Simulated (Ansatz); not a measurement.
# SiC (Moissanite 3C, F-43m): relaxing the cell for a phonon run

Aim: bring SiC (Moissanite 3C, F-43m) to small forces and stress, as phonons need.

Method: DFT LDA, scalar-relativistic, plane waves, PAW; PAW set soft_1, in Ansatz 0.2.0.

**Measured values to reproduce.**

“On melting of silicon carbide under pressure” (2012, arxiv:1210.3244) quotes from earlier work for SiC, 3C polytype (zincblende) (single crystals from silicon oxide and carbon black reaction at 2800 K, annealed in air): lattice constant a (a of cubic 3C-SiC starting crystals) 4.357 Å [Starting-material characterisation; no method, uncertainty or temperature given].

## 1. Set-up

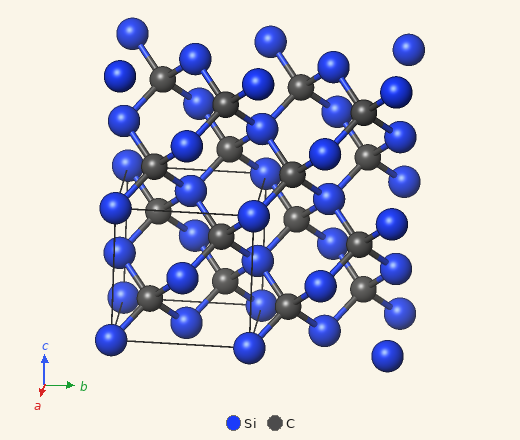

Start, viewed slightly off an axis; silicon blue, carbon dark grey. 1×2×2 cells are drawn. This picture shows the conventional cell, with its axes. Bonds to atoms that aren't drawn are left out. Some periodic images of atoms are drawn too.

Coordinates:

```cif
data_structure
_symmetry_space_group_name_H-M 'P 1'
_symmetry_Int_Tables_number 1
_cell_length_a 3.0816
_cell_length_b 3.0816
_cell_length_c 3.0816
_cell_angle_alpha 60.000
_cell_angle_beta 60.000
_cell_angle_gamma 60.000
_cell_volume 20.69
loop_
_atom_site_label
_atom_site_type_symbol
_atom_site_fract_x
_atom_site_fract_y
_atom_site_fract_z
_atom_site_occupancy
Si1 Si 0.00000 0.00000 0.00000 1
C2 C 0.25000 0.25000 0.25000 1
```

## 2. Probe on a coarse mesh

A quick single point on a coarse mesh tells whether the cell has a gap and how far it is from rest, which sets the k mesh and smearing that follow.

Contents of input.yaml:

```yaml
crystal:
  lattice:
    - [0.0, 2.179, 2.179]
    - [2.179, 0.0, 2.179]
    - [2.179, 2.179, 0.0]
  atoms:
    - { symbol: Si, position: [0.0, 0.0, 0.0] }
    - { symbol: C, position: [0.25, 0.25, 0.25] }
kpoints:
  mp_grid: { grid: [8, 8, 8] }
hamiltonian:
  xc: lda
  pseudopotentials: { kind: paw, azcp: { folder: soft_1 }, xc_functional: pbe }
scf:
  occupations: { method: gaussian, width: 0.1 }
output:
  forces: true
  stress: true
  eigenvalues: true
```

Launch:

```
$ ansatz run input.yaml --threads 4 --pin off --max-ram 10240MiB --backend cpu --events-out ev --progress --plain --runs-dir out
```

Numbers of over 12 decimals in the logs are rounded to 6 here.

The log of the run:

```text
Engine: ansatz 0.2.0, aarch64-unknown-linux-gnu
Pseudopotentials: kind: paw
Pseudopotential: Si, paw, valence charge 4, recommended cutoff 420 eV (normal), soft_1/Si.paw.azcp
Pseudopotential: C, paw, valence charge 4, recommended cutoff 420 eV (normal), soft_1/C.paw.azcp
Functional definition: SPW92
  exchange = slater_x
  correlation = pw_c
Crystal: 2 atoms, lattice volume = 20.692 Å³
[...]
--- Band table (eV; the first three rows and the last of 29) ---
  k-point 0: bands = ["-6.0774", "9.2469", "9.2469", "9.2469", "15.5069", "16.4418", "16.4418", "16.4418"]
  k-point 1: bands = ["-5.7717", "7.7757", "9.0445", "9.0445", "15.6859", "16.7912", "16.7912", "16.9920"]
  k-point 2: bands = ["-4.8765", "4.9734", "8.6373", "8.6373", "15.1786", "17.0474", "17.0474", "18.4828"]
  k-point 28: bands = ["-0.7313", "2.2085", "4.2256", "4.5330", "14.3843", "18.5749", "18.6042", "18.8667"]
[key lines of the parts left out:]
SCF converged after 7 iterations
Free energy (F): -852.198119 eV
Fermi energy:    9.905037 eV
P = ⅓ Tr σ = -4.4162 GPa (-44.162 kbar)
```

It took 0.28 s on 4 threads of Arm Neoverse V2, shared host; peak memory 0.3 GiB.

This step gave:

```
pressure           : -4.416 GPa
gap on the k-mesh  : 1.316 eV
volume per atom    : 10.35 Å³
direct gap on mesh : 4.514 eV
```

The coarse mesh shows a gap of 1.32 eV and a pressure of -4.4 GPa.

## 3. Relaxation

The cell and atoms are relaxed, since residual forces and stress would shift the frequencies.

input.yaml, the sections that differ from step 2:

```yaml
kpoints:
  mp_grid: { grid: [10, 10, 10] }
scf:
  occupations: { method: gaussian, width: 0.02 }
relax:
  adjacent_minimum: "off"
  f_tol: 0.005
  max_steps: 80
  cell: { stress_tol: 0.05 }
# crystal, hamiltonian, output: as in step 2
```

The log of the run:

```text
[...]
Crystal: 2 atoms, lattice volume = 20.692 Å³
Basis set: ecut = 420 eV, 411 PW (Γ)
Bands: 8, of which v1, the nominal top of the filled ones, is band 4 counted from 1 (3 counted from 0)
Symmetry: 24 space group operations
[...]
k-points: 47 of 1000 (time reversal used)
[...]
SCF iter   1: F=—  HF=-853.735342 eV  |F-HF|=—  |Δ(HF+E_count)|=         —  Δρ=1.37e-1  dr2=4.76e0  ethr=3.10e-3  ⟨swp⟩=6.1  Hψ=3217  notcnv=0
[...]
SCF iter   7: F=-852.199252 eV  HF=-852.199252 eV  |F-HF|=4.28e-10  |Δ(HF+E_count)|=   2.88e-8  Δρ=5.36e-6  dr2=2.26e-9  ethr=1.25e-9  ⟨swp⟩=4.0  Hψ=1110  notcnv=0
SCF 1 converged in 7 iterations: F = -852.199252 eV  dr2 = 2.26e-9
[...]
relax step   1: F+E_penalty+E_count = -852.19925176 eV  Δ(F+E_penalty+E_count) = +0.000e0 eV  max|allowed force component| = 3.146e-16 eV/Å  Δτ_max = 0.0000 Å  P = -4.419 GPa  Ω = 20.692 Å³  (7 SCF iters, dr2 threshold 1.00e-7 eV, accepted)
Crystal: 2 atoms, lattice volume = 20.475 Å³
[...]
iter 1 solved again at ethr=2.35e-5 eV; its pass at ethr=3.10e-3 eV (dr2=1.88e-3 eV) is discarded
[...]
SCF iter   4: F=-852.203968 eV  HF=-852.203968 eV  |F-HF|=2.14e-8  |Δ(HF+E_count)|=   3.32e-6  Δρ=2.20e-5  dr2=6.05e-8  ethr=2.50e-9  ⟨swp⟩=3.3  Hψ=1675  notcnv=0
SCF 2 converged in 4 iterations: F = -852.203968 eV  dr2 = 6.05e-8
[...]
relax step   2: F+E_penalty+E_count = -852.20396844 eV  Δ(F+E_penalty+E_count) = -4.717e-3 eV  max|allowed force component| = 8.789e-17 eV/Å  Δτ_max = 0.0000 Å  P = -2.105 GPa  Ω = 20.475 Å³  energy of the carried Pulay correction = +2.774e-4 eV  (4 SCF iters, dr2 threshold 2.00e-7 eV, accepted)
Crystal: 2 atoms, lattice volume = 20.281 Å³
[...]
SCF iter   4: F=-852.205463 eV  HF=-852.205463 eV  |F-HF|=1.87e-8  |Δ(HF+E_count)|=   2.76e-6  Δρ=2.06e-5  dr2=5.33e-8  ethr=2.50e-9  ⟨swp⟩=3.2  Hψ=1558  notcnv=0
SCF 3 converged in 4 iterations: F = -852.205463 eV  dr2 = 5.33e-8
[...]
relax step   3: F+E_penalty+E_count = -852.20546310 eV  Δ(F+E_penalty+E_count) = -1.495e-3 eV  max|allowed force component| = 1.249e-16 eV/Å  Δτ_max = 0.0000 Å  P = +0.062 GPa  Ω = 20.281 Å³  energy of the carried Pulay correction = +5.272e-4 eV  (4 SCF iters, dr2 threshold 2.00e-7 eV, accepted)
[...]
relax step   4: F+E_penalty+E_count = -852.20545710 eV  Δ(F+E_penalty+E_count) = +5.994e-6 eV  max|allowed force component| = 1.318e-16 eV/Å  Δτ_max = 0.0000 Å  P = +0.000 GPa  Ω = 20.286 Å³  energy of the carried Pulay correction = +5.201e-4 eV  (3 SCF iters, dr2 threshold 9.49e-9 eV, accepted)
[...]
SCF iter   4: F=-852.204955 eV  HF=-852.204955 eV  |F-HF|=1.71e-12  |Δ(HF+E_count)|=  2.12e-10  Δρ=5.50e-7  dr2=1.79e-11  ethr=1.00e-12  ⟨swp⟩=4.9  Hψ=1802  notcnv=0
SCF 5 converged in 4 iterations: F = -852.204955 eV  dr2 = 1.79e-11
relax step   5: F+E_penalty+E_count = -852.20495544 eV  Δ(F+E_penalty+E_count) = +5.017e-4 eV  max|allowed force component| = 8.327e-17 eV/Å  Δτ_max = 0.0000 Å  P = -0.041 GPa  Ω = 20.286 Å³  stress off target by 4.07e-2 GPa  SCF on the basis re-selected at this cell (its energy is not comparable with the rows above)  (4 SCF iters)
basis re-selected at this cell: Δ(F+E_penalty+E_count) = +5.017e-4 eV, ΔP = -0.041 GPa vs the last step (what re-selecting the basis moved, of the pressure what is left beyond the Pulay correction that the steps carried, after the strain that the cell walked since its last selection, with what the two solves' SCF thresholds leave and, on support functions, any second-order correction that the steps lacked; it is no m [...]
SCF converged after 4 iterations
Free energy (F): -852.204955 eV
[...]
Internal energy: -852.204955 eV  (E = F + TS)
E sigma→0 (E₀):  -852.204955 eV
Fermi energy:    10.146731 eV
[...]
--- Stress (GPa, compression-positive) ---
       -0.040653       0.000000      -0.000000
        0.000000      -0.040653       0.000000
       -0.000000       0.000000      -0.040653
  P = ⅓ Tr σ = -0.0407 GPa (-0.407 kbar)
--- Band table (eV; the first three rows and the last of 47) ---
[...]
--- Relaxed structure (4 steps of the walk, 4 accepted, 1 SCFs on fresh bases) ---
  F+E_penalty+E_count = -852.20495544 eV   max|allowed force component| = 8.327e-17 eV/Å   (the final SCF, on the basis selected at the relaxed cell)
  cell:  # Å, volume = 20.2862 Å³
    - [0, 2.164662, 2.164662]
    - [2.164662, 0, 2.164662]
    - [2.164662, 2.164662, 0]
  atoms:
    - { symbol: Si, position: [0, 0, 0] }
    - { symbol: C, position: [0.25, 0.25, 0.25] }
```

Run time: 1.5 s. Hardware: 4 threads; peak memory 0.33 GiB.

Step by step:

```csv
step,energy less that of the first step (eV),largest force component (eV/Å),pressure (GPa),volume (Å³)
1,0.0000,0.0000,-4.42,20.69
2,-0.0047,0.0000,-2.11,20.47
3,-0.0062,0.0000,0.06,20.28
4,-0.0062,0.0000,0.00,20.29
5*,-0.0057,0.0000,-0.04,20.29
```

Relaxation steps marked * repeat the geometry before them on a plane-wave basis chosen anew for their cell, so energy and pressure can jump there.

Forces are held to the 24 operations that the run works with; a distortion that breaks them can't arise in this run.

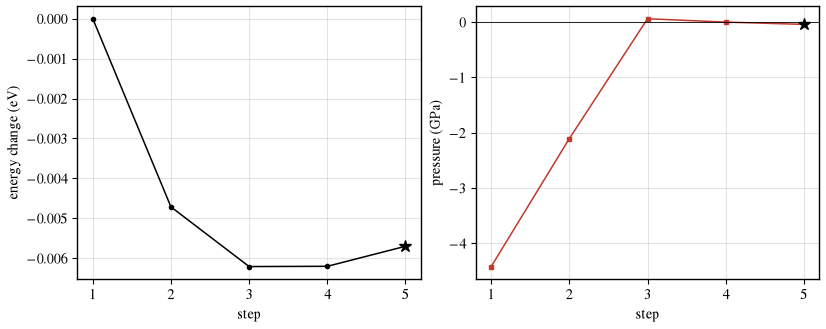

Energy and pressure along the relaxation. Stars mark steps on a basis chosen anew.

```csv
"conventional cell, symmetrised",before,after,change
a (Å),4.358,4.329,-0.7 %
b (Å),4.358,4.329,-0.7 %
c (Å),4.358,4.329,-0.7 %
volume (Å³/atom),10.35,10.14,-2.0 %
```

Final coordinates:

```cif
data_structure
_symmetry_space_group_name_H-M 'P 1'
_symmetry_Int_Tables_number 1
_cell_length_a 3.0613
_cell_length_b 3.0613
_cell_length_c 3.0613
_cell_angle_alpha 60.000
_cell_angle_beta 60.000
_cell_angle_gamma 60.000
_cell_volume 20.29
loop_
_atom_site_label
_atom_site_type_symbol
_atom_site_fract_x
_atom_site_fract_y
_atom_site_fract_z
_atom_site_occupancy
Si1 Si 0.00000 0.00000 0.00000 1
C2 C 0.25000 0.25000 0.25000 1
```

This step gave:

```
pressure           : -0.04065 GPa
gap on the k-mesh  : 1.301 eV
volume per atom    : 10.14 Å³
direct gap on mesh : 4.537 eV
```

In this step the volume went from 10.35 to 10.14 Å³/atom.

## 4. Relaxing to small forces for the phonons

Phonons need a cell at rest on their own settings, so the relaxation is repeated with tight tolerances on forces and stress on the k mesh and occupations of the first response run.

input.yaml, the sections that differ from step 3:

```yaml
crystal:
  lattice:
    - [0.0, 2.1646624558, 2.1646624558]
    - [2.1646624558, 0.0, 2.1646624558]
    - [2.1646624558, 2.1646624558, 0.0]
  atoms:
    - { symbol: Si, position: [0.0, 0.0, 0.0] }
    - { symbol: C, position: [0.25, 0.25, 0.25] }
kpoints:
  mp_grid: { grid: [12, 12, 12] }
scf:
  occupations: { method: fixed }
relax:
  adjacent_minimum: "off"
  f_tol: 0.001
  max_steps: 60
  cell: { stress_tol: 0.01 }
# hamiltonian, output: as in step 3
```

The log of the run:

```text
[...]
Crystal: 2 atoms, lattice volume = 20.286 Å³
Basis set: ecut = 420 eV, 411 PW (Γ)
Bands: 8, of which v1, the nominal top of the filled ones, is band 4 counted from 1 (3 counted from 0)
[... 1 set-up line as in the run before ...]
[...]
k-points: 72 of 1728 (time reversal used)
[...]
-0.000000       0.000000      -0.000041
  P = ⅓ Tr σ = -0.0000 GPa (-0.000 kbar)
--- Band table (eV; the first three rows and the last of 72) ---
[...]
--- Relaxed structure (3 steps of the walk, 3 accepted, 1 SCFs on fresh bases) ---
[...]
cell:  # Å, volume = 20.2826 Å³
    - [0, 2.164534, 2.164534]
    - [2.164534, 0, 2.164534]
    - [2.164534, 2.164534, 0]
  atoms:
    - { symbol: Si, position: [0, 0, 0] }
    - { symbol: C, position: [0.25, 0.25, 0.25] }
[key lines of the parts left out:]
SCF converged after 4 iterations
Free energy (F): -852.205128 eV
Fermi energy:    9.498478 eV
```

Run time: 1.5 s. Hardware: 4 threads; peak memory 0.34 GiB; 5.2 s of CPU time.

Little changed from the start: no atom moved by 0.005 Å and no cell edge by 0.1 %.

Numbers from this step:

| Property | Result |
| --- | --- |
| pressure | -4.10e-5 GPa |

The forces vanish by symmetry and the pressure is 0.000 GPa, within the tolerances set. The cell now holds 10.14 Å³/atom.

## 5. Summary of results

| Quantity | Value |
| --- | --- |
| space group after relaxation (within 0.01 Å) | F-43m |
| lattice constant a | 4.329 Å |
| lattice constant b | 4.329 Å |
| lattice constant c | 4.329 Å |
| volume per atom | 10.1 Å³ |
| gap on the k-mesh | 1.30 eV |

The forces vanish by symmetry and the pressure is 0.000 GPa, within the tolerances set. The cell now holds 10.14 Å³/atom. The relaxation keeps the symmetry of its start, so it says nothing on stability against lower symmetry. The PAW files were made for PBE and serve the other functionals too.

Comparison with the measured values:

```
              quantity  measured  LDA, PAW; PAW set soft_1
lattice constant a (Å)     4.357            4.329 (-0.6 %)
```

Measured values from arxiv:1210.3244 (2012).

**Verdict.** The lattice constant a is off by -0.6 %: good agreement. The grades are ours: good and fair within 0.7 and 1.5 % for the lattice constant a. For lattice constants the calculation has a static lattice, without zero-point motion or thermal expansion.

[Logs are printed without paths, hosts, clocks, repeated set-up lines and the standing remarks that a program may print on its own settings, such as how far it seeks lower states.]

[Hosts, paths, dates, database ids (printed as entryN), source tags and the programs' standing remarks are cut or masked in the printed files.]
